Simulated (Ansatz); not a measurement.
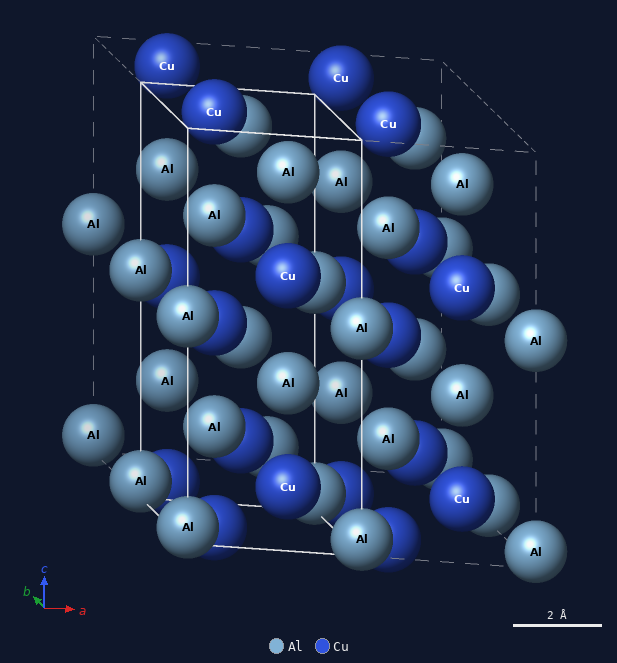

Spheres-only representation of a periodic structure, projected slightly off an axis. A 2×2×1 array of cells is drawn; the conventional unit cell has the solid edges.

Al₃Cu₂, space group P3m1 (No. 156), a = 4.10 Å, b = 4.10 Å, c = 9.81 Å, α = 90.00°, β = 90.00°, γ = 120.00°.

Results below were computed with DFT PBEsol, scalar-relativistic, plane waves, PAW in Ansatz; the settings were a basis cut at 420 eV, k-points about 0.14 Å⁻¹ apart, Gaussian smearing of 0.15 eV, no spin polarisation.

> Predict the gap.

A metal: bands cross the Fermi level.

> What is the pressure at this volume?

The computed pressure is 2.1 GPa (compressed: it would expand). The stress isn't hydrostatic: its largest component is 4.4 GPa.

The cell started as a structure listed in the Materials Project. The cell was then strained or its atoms displaced on purpose. It went into a calculation with Ansatz.

At this level of theory the run's own cell isn't at rest (forces up to 0.8 eV/Å), so its distances can differ from those at equilibrium, the more so the softer the solid.
